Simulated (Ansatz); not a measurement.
# Si$_{2}$Mo: what the fields show

```
Si Mo
1.0
     3.21689    0.00000    0.00000
     0.00000    3.21689    0.00000
     0.00000    0.00000    7.87282
Si Mo
4 2
Direct
  0.00000 0.00000 0.33512
  0.50000 0.50000 0.83512
  0.00000 0.00000 0.66488
  0.50000 0.50000 0.16488
  0.00000 0.00000 0.00000
  0.50000 0.50000 0.50000
```

Space group I4/mmm; computed without spin polarisation.

Method: Ansatz, DFT PBE, scalar-relativistic, plane waves, PAW.

Core electrons are frozen (PAW), and the valence fields are smoothed inside the atomic spheres.

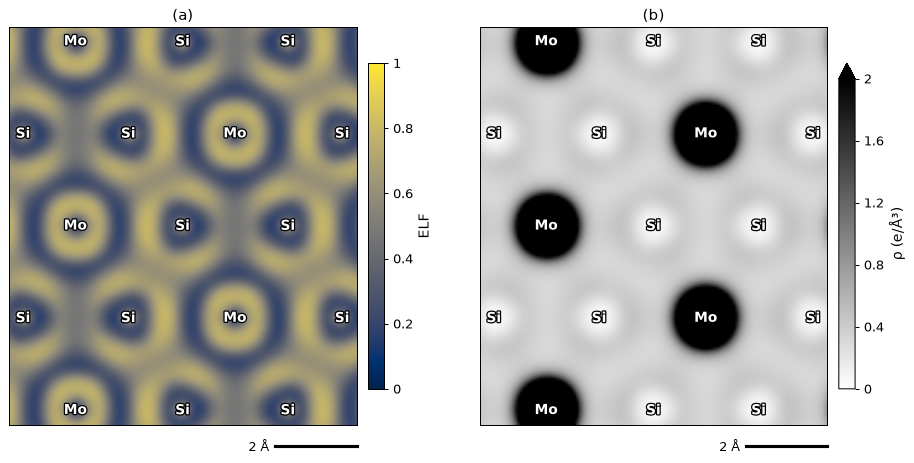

Figure 1. (a) electron localisation function; (b) valence electron density on the (110) plane of the conventional cell.

**Read the bonding off the picture.**

The section cuts through Si and Mo sites.
Si–Mo (2.62 Å): the density is about 0.4 e/Å³ at the midpoint; the ELF peaks at about 0.70 in the valence shell of Si, 0.9 Å from its nucleus, and is about 0.40 at the midpoint.
Between the atoms the lowest density in this plane is 0.31 e/Å³.
The features right at Mo lie inside the PAW spheres, where the map follows smoothed inner orbitals and isn't to be read closely.

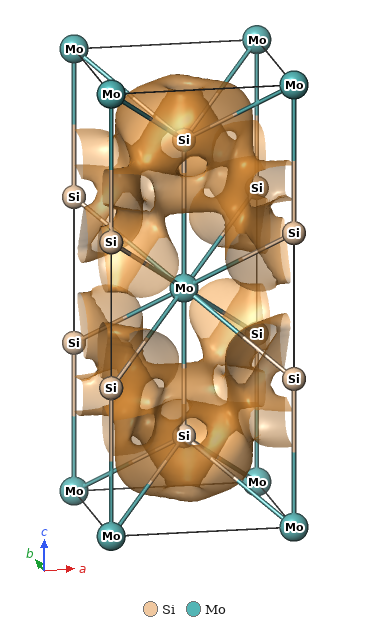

Figure 2. Isosurface of the ELF at 0.55 (orange), seen slightly off an axis. Only the valence region is drawn (cores and ρ < 0.01 e/Å³ removed). Sticks mark near contacts.

**Describe the localisation domains.**

At this value the surface marks out sheets that run through the cell in two directions, counted in one cell of 6 atoms. Any copies at cell faces, edges or corners count once.

**Does the calculation make it a metal, or give it a gap?**

It is gapless in this calculation (a metal or semimetal).
